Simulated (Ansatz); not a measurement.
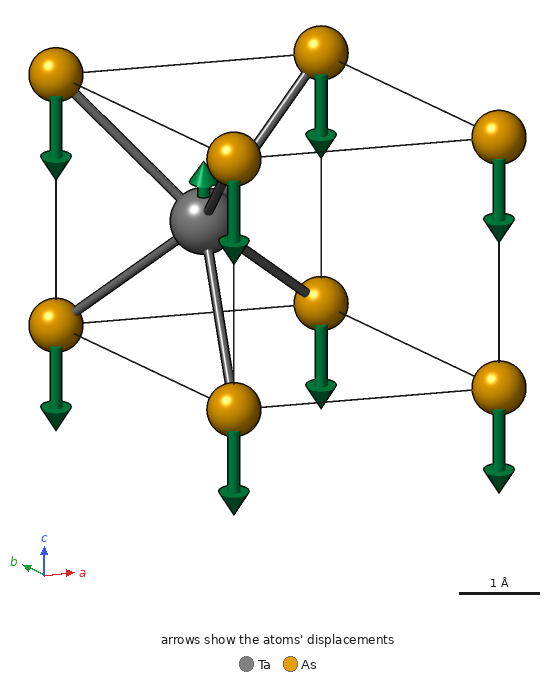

Normal modes of solid TaAs (a generated structure), space group P-6m2 (No. 187), at the zone centre. The optical levels lie at 238, 240 (×2) cm⁻¹. One mode is drawn. Displacements are drawn as green arrows; their common scale and sign are arbitrary. Style: ball-and-stick. Shown: the cell of the calculation, from a free direction.

Theory: DFT PBE, scalar-relativistic, plane waves, PAW in Ansatz 0.2.0. Set-up: plane-wave cutoff 420 eV; k-point mesh 18 × 18 × 16; occupations fermi dirac; smearing width 0.15 eV; no spin polarisation.

The frequencies depend somewhat on the k-mesh and the smearing.

Q: Which of these frequencies is the drawn mode's?

A: The level at 238 cm⁻¹. This is the A₂″ mode, the lowest optical level, infrared-active by symmetry. The As sublattice moves against the Ta sublattice, along c; the kinetic energy is shared as As 71 %, Ta 29 %. The crystal is a metal, so free carriers screen the infrared response.
